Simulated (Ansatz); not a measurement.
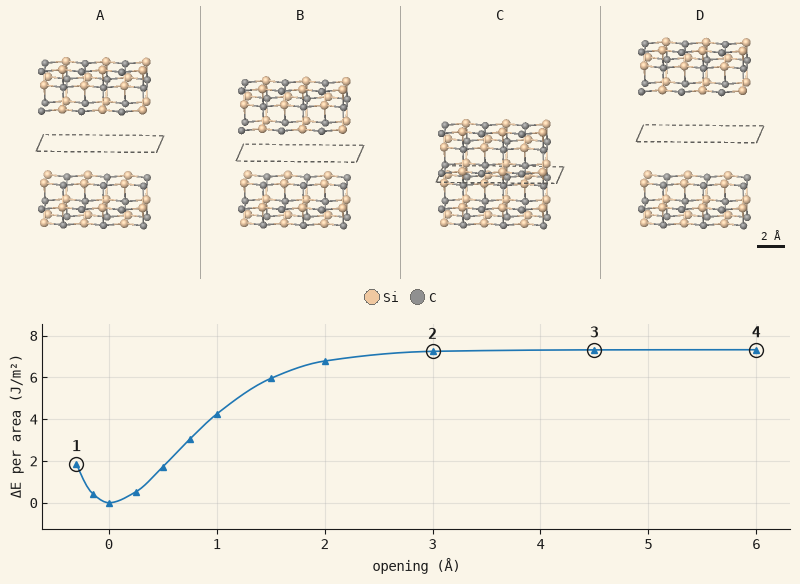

Energy scan for a crystal of SiC (F-43m), in which the crystal is pulled apart rigidly along the normal of the (0 −1 1) plane of the conventional cell, at a cut between a plane of C/Si below and one of C/Si above, 1.54 Å apart. One cut stands in each cell, which starts 9.2 Å high; nothing is relaxed, and the dashed outline marks the cut. The frames are shuffled; the numbered points of the plot belong to them. The picture is a ball-and-stick view of the layers on both sides of the cut, seen from the side, nearly along the cut plane.

Computed with DFT PBE, scalar-relativistic, plane waves, PAW (Ansatz 0.2.0). Set-up: plane-wave cutoff 420 eV; k-point mesh 6 × 9 × 3; occupations gaussian; smearing width 0.05 eV; no spin polarisation. Energies (free energies at the smearing named) are counted from the cell as listed in its source, which wasn't relaxed.

Which frame belongs to which numbered point?

Answer. Point 1 is frame C (the opening −0.30 Å, 1.87 J/m²); 2 is frame B (the opening 3.00 Å, 7.25 J/m²); 3 is frame A (the opening 4.50 Å, 7.32 J/m²); 4 is frame D (the opening 6.00 Å, 7.32 J/m²). At the widest opening, 6.00 Å, the energy has risen by 7.32 J/m², where the curve has levelled off: this is the ideal work of separation, the sum of the two unrelaxed surface energies of a slab 9.2 Å thick. The steepest rise lies between 0.50 Å and 0.75 Å, with a mean traction of about 53 GPa. Pressing the cut together by 0.30 Å costs 1.87 J/m².
